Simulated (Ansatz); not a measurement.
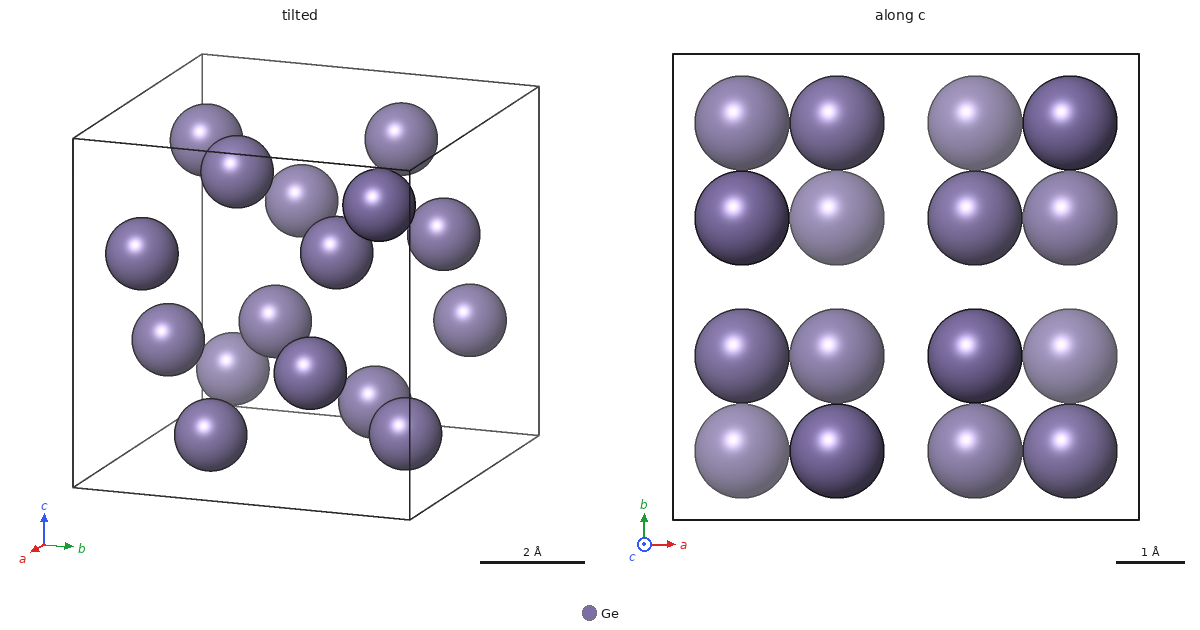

The image is a spheres-only drawing of a crystal, viewed slightly off an axis and along the c axis. Atoms at the boundary of the conventional unit cell (the box) are drawn once for each face, edge or corner they touch.

Ge, space group Ia-3 (No. 206), a = 6.94 Å, b = 6.94 Å, c = 6.94 Å, α = 90.00°, β = 90.00°, γ = 90.00°.

All computed values are from Ansatz, DFT PBEsol, scalar-relativistic, plane waves, PAW. Settings: a kinetic-energy cutoff of 420 eV, k-points about 0.16 Å⁻¹ apart, Gaussian smearing of 0.15 eV, no spin polarisation.

Is it conducting or gapped at this level?

Answer. A metal: bands cross the Fermi level.

What pressure does the calculation give for this cell?

Answer. The computed pressure is 0.0 GPa, close to zero.

The structure was taken from a structure listed in the Materials Project. Earlier steps of the study, as a rule a relaxation of our own, may have changed the cell and positions, so they can lie some per cent off the listed ones. It was run through Ansatz as a DFT input.
